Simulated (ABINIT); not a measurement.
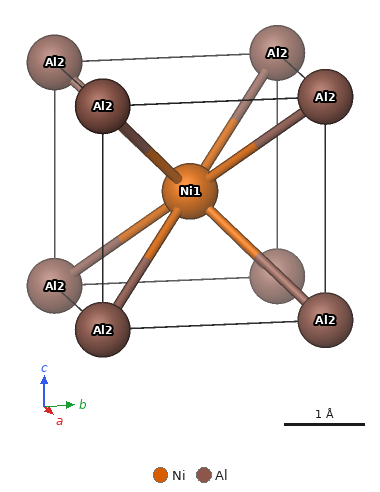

The structure as given in the input (ball-and-stick view of the cell of the calculation, seen slightly off an axis; atoms are numbered from 1 in the order of the input). An atom can appear more than once, as a periodic image. Near neighbours in the periodic cell (some may lie outside the picture): Ni has 8 Al at 2.50 Å; Al has 8 Ni at 2.50 Å.

Geometry relaxation, with input and output: AlNi (part 1 of 2)

AlNi (Pm-3m, 2 atoms in the cell), computed with Kohn-Sham DFT of a periodic cell, PBE, PseudoDojo NC SR PBE v0.4.1 standard, spin-polarised (ABINIT 10.8.3).

The structure derives from an entry of the Crystallography Open Database.

## Input
```
# Pseudopotentials
pp_dirpath "./"
pseudos "Ni.upf, Al.upf"

# Structure
acell 3*1.0 Angstrom
rprim
     2.8810000000     0.0000000000     0.0000000000
     0.0000000000     2.8810000000     0.0000000000
     0.0000000000     0.0000000000     2.8810000000
ntypat 2
znucl 28 13
natom 2
typat 1 2
chkprim 0
chksymtnons 0
tolsym 1.0e-6
xred
            1/2            1/2            1/2
            0.0            0.0            0.0

# Plane-wave basis
ecut 49.0
ecutsm 0.5

# k points
kptopt 1
ngkpt 7 7 7
nshiftk 1
shiftk 0.0 0.0 0.0

# Exchange and correlation
ixc 11

# Bands and occupations
nband 15
occopt 3
tsmear 0.05 eV

# Spin
nsppol 2
spinat
     0.0000000000     0.0000000000     1.0000000000
     0.0000000000     0.0000000000     0.0000000000

# SCF cycle
nstep 80
tolvrs 1.0e-12

# Output
iomode 3
prteig 0
prtebands 0
prtwf 0
prtden 0

# Relaxation
ionmov 2
optcell 2
ntime 50
tolmxf 2.0e-5
dilatmx 1.08
```

Machine: 4 threads of Intel Xeon (Granite Rapids), 128 GiB of memory available, shared host.

Launch command:
```bash
mpirun --bind-to none -np 4 abinit run.abi > log 2>&1
```

## Output
```
.Version 10.8.3 of ABINIT
 Symmetries : space group Pm -3 m (#221); Bravais cP (primitive cubic)
================================================================================
 Values of the parameters that define the memory need of the present run
     intxc =       0    ionmov =       2      iscf =       7    lmnmax =       6
     lnmax =       6     mgfft =      40  mpssoang =       3    mqgrid =    3001
     natom =       2  nloc_mem =       1    nspden =       2   nspinor =       1
    nsppol =       2      nsym =      48    n1xccc =    2501    ntypat =       2
    occopt =       3   xclevel =       2
       mpw =        3349          nfft =       64000          nkpt =          20
================================================================================
================================================================================

--------------------------------------------------------------------------------
------------- Echo of variables that govern the present computation ------------
--------------------------------------------------------------------------------
 -outvars: echo values of preprocessed input variables --------
            acell      1.8897261259E+00  1.8897261259E+00  1.8897261259E+00 Bohr
              amu      5.86900000E+01  2.69815390E+01
          chkprim           0
      chksymtnons           0
          dilatmx      1.08000000E+00
             ecut      4.90000000E+01 Hartree
           ecutsm      5.00000000E-01 Hartree
           ionmov           2
              ixc          11
         kptrlatt        7    0    0      0    7    0      0    0    7
          kptrlen      3.81101068E+01
            natom           2
            nband          15
            ngfft          40      40      40
             nkpt          20
           nspden           2
           nsppol           2
            nstep          80
             nsym          48
            ntime          50
           ntypat           2
           occopt           3
          optcell           2
           prtden           0
        prtebands           0
           prteig           0
            prtwf           0
            rprim      2.8810000000E+00  0.0000000000E+00  0.0000000000E+00
                       0.0000000000E+00  2.8810000000E+00  0.0000000000E+00
                       0.0000000000E+00  0.0000000000E+00  2.8810000000E+00
          spgroup         221
           spinat      0.0000000000E+00  0.0000000000E+00  1.0000000000E+00
                       0.0000000000E+00  0.0000000000E+00  0.0000000000E+00
           tolmxf      2.00000000E-05
           tolsym      1.00000000E-06
           tolvrs      1.00000000E-12
           tsmear      1.83746611E-03 Hartree
            typat      1  2
           xangst      1.4405000000E+00  1.4405000000E+00  1.4405000000E+00
                       0.0000000000E+00  0.0000000000E+00  0.0000000000E+00
            xcart      2.7221504844E+00  2.7221504844E+00  2.7221504844E+00
                       0.0000000000E+00  0.0000000000E+00  0.0000000000E+00
             xred      5.0000000000E-01  5.0000000000E-01  5.0000000000E-01
                       0.0000000000E+00  0.0000000000E+00  0.0000000000E+00
            znucl       28.00000   13.00000

================================================================================

 chkinp: Checking input parameters for consistency.

================================================================================
== DATASET  1 ==================================================================

--- !DatasetInfo
iteration_state: {dtset: 1, }
dimensions: {natom: 2, nkpt: 20, mband: 15, nsppol: 2, nspinor: 1, nspden: 2, mpw: 3349, }
cutoff_energies: {ecut:  49.0, pawecutdg:  -1.0, }
electrons: {nelect:   2.10000000E+01, charge:   0.00000000E+00, occopt:   3.00000000E+00, tsmear:   1.83746611E-03, }
meta: {optdriver: 0, ionmov: 2, optcell: 2, iscf: 7, paral_kgb: 0, }
...

 Exchange-correlation functional for the present dataset will be:
  GGA: Perdew-Burke-Ernzerhof functional - ixc=11
  J.P.Perdew, K.Burke, M.Ernzerhof, PRL 77, 3865 (1996)

 Real(R)+Recip(G) space primitive vectors, cartesian coordinates (Bohr,Bohr^-1):
 R(1)=  5.4443010  0.0000000  0.0000000  G(1)=  0.1836783  0.0000000  0.0000000
 R(2)=  0.0000000  5.4443010  0.0000000  G(2)=  0.0000000  0.1836783  0.0000000
 R(3)=  0.0000000  0.0000000  5.4443010  G(3)=  0.0000000  0.0000000  0.1836783
 Unit cell volume ucvol=  1.6137133E+02 bohr^3
 Angles (23,13,12)=  9.00000000E+01  9.00000000E+01  9.00000000E+01 degrees

 getcut: wavevector=  0.0000  0.0000  0.0000  ngfft=  40  40  40
         ecut(hartree)=     57.154   => boxcut(ratio)=   2.15889

--- Pseudopotential description ------------------------------------------------
- pspini: atom type   1  psp file is ./Ni.upf
  28.00000  18.00000  171031                  znucl, zion, pspdat
12 -101130 2 -1 1372                          pspcod,pspxc,lmax,lloc,mmax
     nproj     2     2     2

- pspini: atom type   2  psp file is ./Al.upf
  13.00000   3.00000  171031                  znucl, zion, pspdat
12 -101130 2 -1 1876                          pspcod,pspxc,lmax,lloc,mmax
     nproj     2     2     2

   4.96560829E+02                                ecore*ucvol(ha*bohr**3)
--------------------------------------------------------------------------------

================================================================================

=== [ionmov= 2] Broyden-Fletcher-Goldfarb-Shanno method (forces)
================================================================================

--- Iteration: ( 1/50) Internal Cycle: (1/1)
--------------------------------------------------------------------------------

---SELF-CONSISTENT-FIELD CONVERGENCE--------------------------------------------

--- !BeginCycle
iteration_state: {dtset: 1, itime: 1, icycle: 1, }
solver: {iscf: 7, nstep: 80, nline: 4, wfoptalg: 0, }
tolerances: {tolvrs: 1.00E-12, }
...

     iter   Etot(hartree)      deltaE(h)  residm     vres2   difmagsph maxmagsph
 ETOT  1  -169.46175177783    -1.695E+02 5.630E-01 9.761E+02 2.561E-01 2.561E-01
 ETOT  2  -168.97037683220     4.914E-01 9.818E-02 1.410E+04 2.337E-01 2.243E-02
 ETOT  3  -169.90560609518    -9.352E-01 1.294E-02 3.077E+03 2.771E-02 5.014E-02
 ETOT  4  -169.91591539359    -1.031E-02 6.398E-03 2.962E+03 2.402E-04 5.038E-02
 ETOT  5  -169.94705104815    -3.114E-02 2.450E-03 2.542E+03 7.117E-04 4.967E-02
 ETOT  6  -170.15604914491    -2.090E-01 7.777E-03 1.987E+01 1.978E-02 2.989E-02
 ETOT  7  -170.15673304223    -6.839E-04 9.502E-04 3.931E+00 9.899E-03 1.999E-02
 ETOT  8  -170.15688304752    -1.500E-04 1.275E-03 1.136E+00 1.228E-02 7.717E-03
 ETOT  9  -170.15690709519    -2.405E-05 2.853E-04 4.672E-01 1.752E-03 5.966E-03
 ETOT 10  -170.15692814956    -2.105E-05 1.822E-04 3.118E-01 4.448E-03 1.517E-03
 ETOT 11  -170.15694972511    -2.158E-05 8.998E-05 2.322E-02 1.166E-03 3.517E-04
 ETOT 12  -170.15695154833    -1.823E-06 4.174E-05 1.406E-04 3.295E-04 2.217E-05
 ETOT 13  -170.15695155715    -8.821E-09 3.093E-05 1.263E-06 1.727E-05 4.904E-06
 ETOT 14  -170.15695155729    -1.340E-10 1.347E-05 4.124E-08 1.198E-06 6.103E-06
 ETOT 15  -170.15695155729    -6.196E-12 1.640E-05 1.227E-09 5.553E-06 5.499E-07
 ETOT 16  -170.15695155728     1.145E-11 4.545E-06 1.037E-10 4.786E-07 7.138E-08
 ETOT 17  -170.15695155729    -1.273E-11 8.978E-06 1.112E-12 2.278E-07 1.565E-07
 ETOT 18  -170.15695155729     6.565E-12 1.815E-06 3.298E-13 1.346E-07 2.187E-08

 At SCF step   18       vres2   =  3.30E-13 < tolvrs=  1.00E-12 =>converged.

 Cartesian components of stress tensor (hartree/bohr^3)
  sigma(1 1)= -6.37155423E-05  sigma(3 2)=  0.00000000E+00
  sigma(2 2)= -6.37155423E-05  sigma(3 1)=  0.00000000E+00
  sigma(3 3)= -6.37155423E-05  sigma(2 1)=  0.00000000E+00

--- !ResultsGS
iteration_state: {dtset: 1, itime: 1, icycle: 1, }
comment   : Summary of ground state results
lattice_vectors:
- [  5.4443010,   0.0000000,   0.0000000, ]
- [  0.0000000,   5.4443010,   0.0000000, ]
- [  0.0000000,   0.0000000,   5.4443010, ]
lattice_lengths: [   5.44430,    5.44430,    5.44430, ]
lattice_angles: [ 90.000,  90.000,  90.000, ] # degrees, (23, 13, 12)
lattice_volume:   1.6137133E+02
convergence: {deltae:  6.565E-12, res2:  3.298E-13, residm:  1.815E-06, diffor: null, }
etotal    :  -1.70156952E+02
entropy   :   0.00000000E+00
fermie    :   3.79686608E-01
cartesian_stress_tensor: # hartree/bohr^3
- [ -6.37155423E-05,   0.00000000E+00,   0.00000000E+00, ]
- [  0.00000000E+00,  -6.37155423E-05,   0.00000000E+00, ]
- [  0.00000000E+00,   0.00000000E+00,  -6.37155423E-05, ]
pressure_GPa:   1.8746E+00
xred      :
- [  5.0000E-01,   5.0000E-01,   5.0000E-01, Ni]
- [  0.0000E+00,   0.0000E+00,   0.0000E+00, Al]
cartesian_forces: # hartree/bohr
- [ -0.00000000E+00,  -0.00000000E+00,  -0.00000000E+00, ]
- [ -0.00000000E+00,  -0.00000000E+00,  -0.00000000E+00, ]
force_length_stats: {min:   0.00000000E+00, max:   0.00000000E+00, mean:   0.00000000E+00, }
...

 Integrated electronic and magnetization densities in atomic spheres:
 ------------------------------------------------------------------------------------------------------------
 Radius=ratsph(iatom), smearing ratsm=  0.0000. Diff(up-dn)=approximate z local magnetic moment.
    Atom    Radius    up_density   dn_density  Total(up+dn)  Diff(up-dn)
    1 Ni   2.00000     8.218774     8.218774     16.437549    -0.000000
    2 Al   2.00000     0.475293     0.475293      0.950586     0.000000
 ------------------------------------------------------------------------------------------------------------
  Sum:                 8.694068     8.694068     17.388135    -0.000000
 Total magnetization (from the atomic spheres):               -0.000000
 Total magnetization (exact up - dn):                         -0.000000

---OUTPUT-----------------------------------------------------------------------

 Cartesian coordinates (xcart) [bohr]
  2.72215048437016E+00  2.72215048437016E+00  2.72215048437016E+00
  0.00000000000000E+00  0.00000000000000E+00  0.00000000000000E+00
 Reduced coordinates (xred)
  5.00000000000000E-01  5.00000000000000E-01  5.00000000000000E-01
  0.00000000000000E+00  0.00000000000000E+00  0.00000000000000E+00
 Cartesian forces (fcart) [Ha/bohr]; max,rms= 0.00000E+00 0.00000E+00 (free atoms)
 -0.00000000000000E+00 -0.00000000000000E+00 -0.00000000000000E+00
 -0.00000000000000E+00 -0.00000000000000E+00 -0.00000000000000E+00
 Gradient of E wrt nuclear positions in reduced coordinates (gred)
  0.00000000000000E+00  0.00000000000000E+00  0.00000000000000E+00
  0.00000000000000E+00  0.00000000000000E+00  0.00000000000000E+00
 Scale of Primitive Cell (acell) [bohr]
  1.88972612590778E+00  1.88972612590778E+00  1.88972612590778E+00
 Real space primitive translations (rprimd) [bohr]
  5.44430096874032E+00  0.00000000000000E+00  0.00000000000000E+00
  0.00000000000000E+00  5.44430096874032E+00  0.00000000000000E+00
  0.00000000000000E+00  0.00000000000000E+00  5.44430096874032E+00
 Unitary Cell Volume (ucvol) [Bohr^3]=  1.61371329417881E+02
 Angles (23,13,12)= [degrees]
  9.00000000000000E+01  9.00000000000000E+01  9.00000000000000E+01
 Lengths [Bohr]
  5.44430096874032E+00  5.44430096874032E+00  5.44430096874032E+00
 Stress tensor in cartesian coordinates (strten) [Ha/bohr^3]
 -6.37155423289446E-05  0.00000000000000E+00  0.00000000000000E+00
  0.00000000000000E+00 -6.37155423289376E-05  0.00000000000000E+00
  0.00000000000000E+00  0.00000000000000E+00 -6.37155423289203E-05
 Total energy (etotal) [Ha]= -1.70156951557287E+02

--- Iteration: ( 2/50) Internal Cycle: (1/1)
--------------------------------------------------------------------------------

---SELF-CONSISTENT-FIELD CONVERGENCE--------------------------------------------

--- !BeginCycle
iteration_state: {dtset: 1, itime: 2, icycle: 1, }
solver: {iscf: 7, nstep: 80, nline: 4, wfoptalg: 0, }
tolerances: {tolvrs: 1.00E-12, }
...

     iter   Etot(hartree)      deltaE(h)  residm     vres2   difmagsph maxmagsph
 ETOT  1  -170.11927995004    -1.701E+02 5.511E-06 4.296E+02 1.221E-08 1.221E-08
 ETOT  2  -169.82779430362     2.915E-01 1.697E-04 3.496E+03 6.629E-08 5.853E-08
 ETOT  3  -170.15687643357    -3.291E-01 3.169E-03 8.569E-01 8.248E-07 7.663E-07
 ETOT  4  -170.15696918327    -9.275E-05 4.764E-05 3.285E-01 6.358E-07 1.305E-07
 ETOT  5  -170.15699398750    -2.480E-05 6.071E-06 2.134E-02 3.687E-08 1.674E-07
 ETOT  6  -170.15699559221    -1.605E-06 7.125E-07 3.812E-04 1.094E-07 5.800E-08
 ETOT  7  -170.15699562118    -2.897E-08 5.782E-07 9.190E-05 3.582E-08 2.218E-08
 ETOT  8  -170.15699562927    -8.086E-09 4.013E-07 9.913E-08 6.519E-09 1.566E-08
 ETOT  9  -170.15699562927    -2.956E-12 2.801E-07 8.314E-09 0.000E+00 0.000E+00
 ETOT 10  -170.15699562927     5.372E-12 2.082E-07 6.479E-11 0.000E+00 0.000E+00
 ETOT 11  -170.15699562927     8.527E-14 1.289E-07 2.760E-14 0.000E+00 0.000E+00

 At SCF step   11       vres2   =  2.76E-14 < tolvrs=  1.00E-12 =>converged.

 Cartesian components of stress tensor (hartree/bohr^3)
  sigma(1 1)= -3.15405259E-05  sigma(3 2)=  0.00000000E+00
  sigma(2 2)= -3.15405259E-05  sigma(3 1)=  0.00000000E+00
  sigma(3 3)= -3.15405259E-05  sigma(2 1)=  0.00000000E+00

--- !ResultsGS
iteration_state: {dtset: 1, itime: 2, icycle: 1, }
comment   : Summary of ground state results
lattice_vectors:
- [  5.4547076,   0.0000000,   0.0000000, ]
- [  0.0000000,   5.4547076,   0.0000000, ]
- [  0.0000000,   0.0000000,   5.4547076, ]
lattice_lengths: [   5.45471,    5.45471,    5.45471, ]
lattice_angles: [ 90.000,  90.000,  90.000, ] # degrees, (23, 13, 12)
lattice_volume:   1.6229847E+02
convergence: {deltae:  8.527E-14, res2:  2.760E-14, residm:  1.289E-07, diffor: null, }
etotal    :  -1.70156996E+02
entropy   :   0.00000000E+00
fermie    :   3.76906148E-01
cartesian_stress_tensor: # hartree/bohr^3
- [ -3.15405259E-05,   0.00000000E+00,   0.00000000E+00, ]
- [  0.00000000E+00,  -3.15405259E-05,   0.00000000E+00, ]
- [  0.00000000E+00,   0.00000000E+00,  -3.15405259E-05, ]
pressure_GPa:   9.2795E-01
xred      :
- [  5.0000E-01,   5.0000E-01,   5.0000E-01, Ni]
- [  0.0000E+00,   0.0000E+00,   0.0000E+00, Al]
cartesian_forces: # hartree/bohr
- [ -0.00000000E+00,  -0.00000000E+00,  -0.00000000E+00, ]
- [ -0.00000000E+00,  -0.00000000E+00,  -0.00000000E+00, ]
force_length_stats: {min:   0.00000000E+00, max:   0.00000000E+00, mean:   0.00000000E+00, }
...

 Integrated electronic and magnetization densities in atomic spheres:
 ------------------------------------------------------------------------------------------------------------
 Radius=ratsph(iatom), smearing ratsm=  0.0000. Diff(up-dn)=approximate z local magnetic moment.
    Atom    Radius    up_density   dn_density  Total(up+dn)  Diff(up-dn)
    1 Ni   2.00000     8.221715     8.221715     16.443430    -0.000000
    2 Al   2.00000     0.476276     0.476276      0.952552     0.000000
 ------------------------------------------------------------------------------------------------------------
  Sum:                 8.697991     8.697991     17.395982    -0.000000
 Total magnetization (from the atomic spheres):               -0.000000
 Total magnetization (exact up - dn):                         -0.000000

---OUTPUT-----------------------------------------------------------------------
```
